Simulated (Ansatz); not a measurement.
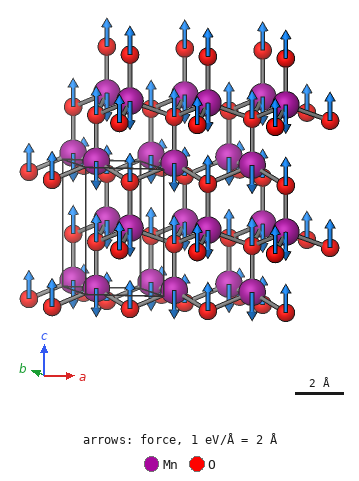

Starting geometry of a crystal of MnO (set up in P6_3mc) (coarse preliminary run) with the computed forces as blue arrows. A ball-and-stick model of the cell of the calculation, repeated 3 × 2 × 2 with one cell outlined, seen slightly off an axis.

All numbers below come from DFT PBE, scalar-relativistic, plane waves, PAW in Ansatz 0.2.0. Set-up: plane-wave cutoff 420 eV; k-point mesh 6 × 6 × 4; occupations gaussian; smearing width 0.1 eV; collinear spin; cell and atoms relaxed; force threshold 0.05 eV/Å; at most 80 steps.

Question: What follows when this structure is relaxed?

Answer: It isn't relaxed: the largest force vector, on O atoms, is 0.62 eV/Å. The atoms end up moving mostly along the starting forces (cosine between the two patterns 1.00). After 4 accepted moves (5 points after the start) the energy has fallen by 23.9 meV per atom. The largest force component goes from 0.62 to 0.0097 eV/Å. The pressure goes from 6.06 to 0.30 GPa. The SCF was repeated once at an unchanged geometry on a basis and grid sized afresh for the cell, which shifted the energy by 2.0 meV per atom at most. The largest moves relative to the cell, 0.064 Å, are those of Mn and O atoms. Largest moves by element: Mn 0.064 Å, O 0.064 Å. Cell: a = b 3.372 → 3.435 Å (+1.9 %), c 5.386 → 5.393 Å (+0.1 %). Volume +4.0 %. Some distances before and after: Mn–O 1.963 → 2.095 Å, Mn–O 2.079 → 2.073 Å. Bond angles that change, for instance: O–Mn–O 110.5° → 106.9°, Mn–O–Mn 110.5° → 106.9°, Mn–O–Mn 108.4° → 111.9°. The space group stays P6_3mc (No. 186). The run may lie on a higher electronic state than the lowest, so the end point isn't shown to be the ground-state structure.
